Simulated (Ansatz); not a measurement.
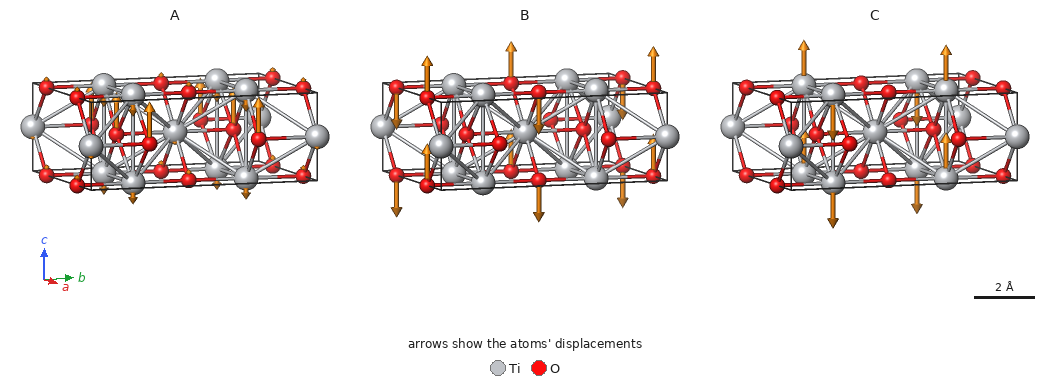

Modes of a crystal of Ti$_{3}$O$_{4}$, space group Cmmm (No. 65), at the zone centre. Displacements are drawn as orange arrows; their common scale and sign are arbitrary. The picture is a ball-and-stick view of the conventional cell (2 times the calculation's cell), seen slightly off an axis. Lengths and directions refer to the drawn axes.

Computed with DFT PBEsol, scalar-relativistic, plane waves, PAW (Ansatz).

### Give the symmetry species and the selection rules of each.

A is B₁u, infrared-active by symmetry (472 cm⁻¹). B is B₂g, Raman-active by symmetry (415 cm⁻¹). C is A_u, silent by symmetry (neither infrared- nor Raman-active) (218 cm⁻¹). The crystal has a centre of inversion, so no mode is both. In a metal the free carriers screen the infrared response.
